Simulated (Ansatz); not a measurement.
TiPt₃: several calculations on one system

**1. Relaxation**

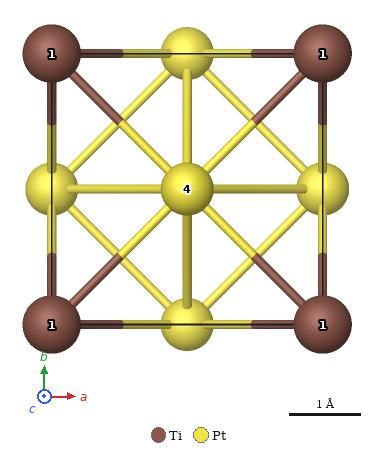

Starting structure of a crystal of TiPt3 (set up in Pm-3m). Style: ball-and-stick. Shown: the cell of the calculation, along the c axis.

Case: relaxed at 3 GPa.

The calculation used Ansatz, DFT PBEsol, scalar-relativistic, plane waves, PAW.

Input file:
```yaml
crystal:
  lattice:
    - [3.8626994918, 0.0, 0.0]
    - [0.0, 3.8626994918, 0.0]
    - [0.0, 0.0, 3.8626994918]
  atoms:
    - { symbol: Ti, position: [0.0, 0.0, 0.0] }
    - { symbol: Pt, position: [0.0, 0.5, 0.5] }
    - { symbol: Pt, position: [0.5, 0.0, 0.5] }
    - { symbol: Pt, position: [0.5, 0.5, 0.0] }
basis:
  ecutwfc: 420
kpoints:
  mp_grid: { grid: [12, 12, 12] }
hamiltonian:
  xc: pbesol
scf:
  occupations: { method: gaussian, width: 0.1 }
output:
  forces: true
  stress: true
  eigenvalues: true
relax:
  adjacent_minimum: "off"
  f_tol: 0.008
  max_steps: 50
  cell: { stress_tol: 0.08, p_target: 3.0 }
```

Command:
```bash
ansatz run input.yaml --threads 1 --pin off --max-ram 2560MiB --backend cpu --events-out ev --progress --plain --runs-dir out
```

Where does the relaxation end?

No atom moves by more than 0.005 Å relative to the cell. Cell: a = b = c 3.863 → 3.885 Å (+0.6 %). Volume +1.8 %. Some distances before and after: Ti1–Pt2 2.731 → 2.747 Å, Pt2–Pt3 2.731 → 2.747 Å. The space group stays Pm-3m (No. 221). The energy falls by 34.7 meV per cell of the calculation in 2 accepted moves (4 points after the start). With the target pressure of 3 GPa, the enthalpy E + pV changes by −15.8 meV per cell of the calculation. All forces vanish by symmetry, so only the cell relaxes. The pressure goes from 8.09 to 2.99 GPa. The line search rejected the trial step at point 1 of the run. The SCF was repeated once at an unchanged geometry on a basis and grid sized afresh for the cell, which shifted the energy by 0.4 meV per cell of the calculation at most. The run took 59 s on 1 thread of Arm Neoverse V1, with other jobs on the host, peak memory 0.41 GiB.

**2. Relaxation**

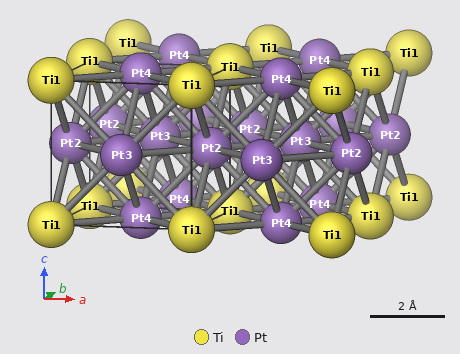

A crystal of TiPt₃ (set up in Pm-3m), before the relaxation. The picture is a ball-and-stick view of the cell of the calculation, repeated 2 × 2 × 1 with one cell outlined, seen slightly off an axis.

Case: relaxed at -3 GPa.

Computed with Ansatz, DFT PBEsol, scalar-relativistic, plane waves, PAW.

The input:
```yaml
crystal:
  lattice:
    - [3.9362725112, 0.0, 0.0]
    - [0.0, 3.9362725112, 0.0]
    - [0.0, 0.0, 3.9362725112]
  atoms:
    - { symbol: Ti, position: [0.0, 0.0, 0.0] }
    - { symbol: Pt, position: [0.0, 0.5, 0.5] }
    - { symbol: Pt, position: [0.5, 0.0, 0.5] }
    - { symbol: Pt, position: [0.5, 0.5, 0.0] }
basis:
  ecutwfc: 420
kpoints:
  mp_grid: { grid: [12, 12, 12] }
hamiltonian:
  xc: pbesol
scf:
  occupations: { method: gaussian, width: 0.1 }
output:
  forces: true
  stress: true
  eigenvalues: true
relax:
  adjacent_minimum: "off"
  f_tol: 0.008
  max_steps: 50
  cell: { stress_tol: 0.08, p_target: -3.0 }
```

Run as
```bash
ansatz run input.yaml --threads 1 --pin off --max-ram 2560MiB --backend cpu --events-out ev --progress --plain --runs-dir out
```

Where does the relaxation end?

Over 2 accepted moves (4 points after the start) the energy falls by 7.9 meV per atom. With the target pressure of -3 GPa, the enthalpy E + pV changes by −3.2 meV per atom. All forces vanish by symmetry, so only the cell relaxes. The pressure goes from −7.01 to −2.99 GPa. The line search rejected the trial step at point 1 of the run. At 1 point the geometry stayed and the basis and grid were re-selected for the new cell (energy shift of 0.1 meV per atom at most each time). The atoms keep their places relative to the cell (all moves are under 0.005 Å). The volume changes by −1.7 %, with a = b = c 3.936 → 3.914 Å (−0.6 %). Some distances before and after: Ti1–Pt2 2.783 → 2.768 Å, Pt2–Pt3 2.783 → 2.768 Å. The space group stays Pm-3m (No. 221). The run took 64 s on 1 thread of Arm Neoverse V1, on a shared host, peak memory 0.42 GiB.

**3. Series**

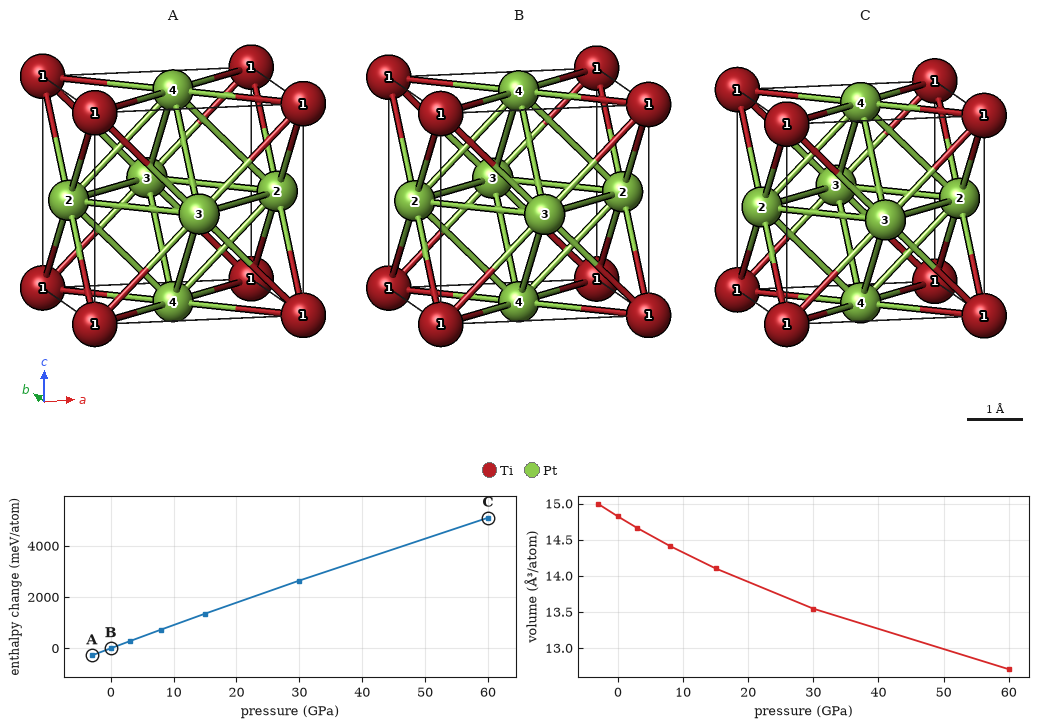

Members of a series of calculations on a crystal of TiPt3 (set up in Pm-3m), marked on the first curve. A ball-and-stick model of the cell of the calculation, seen slightly off an axis.

These are results of DFT PBEsol, scalar-relativistic, plane waves, PAW in Ansatz, not measurements. (plane-wave cutoff 420 eV; k-point mesh 12 × 12 × 12; occupations gaussian; smearing width 0.1 eV; no spin polarisation)

Q: Describe the series.

A: The structure is relaxed at several pressures. A (pressure −3.0 GPa): enthalpy change −279 meV/atom, volume 14.99 Å³ per atom. B (pressure 0.0 GPa): enthalpy change 0.0 meV/atom, volume 14.82 Å³ per atom. C (pressure 60.0 GPa): enthalpy change 5099 meV/atom, volume 12.71 Å³ per atom. The rest compares A with C. The volume changes by −15.3 %, with a = b = c 3.914 → 3.704 Å (−5.4 %). Near-neighbour distances before and after: Pt–Ti 2.768 → 2.619 Å, Pt–Pt 2.768 → 2.619 Å.
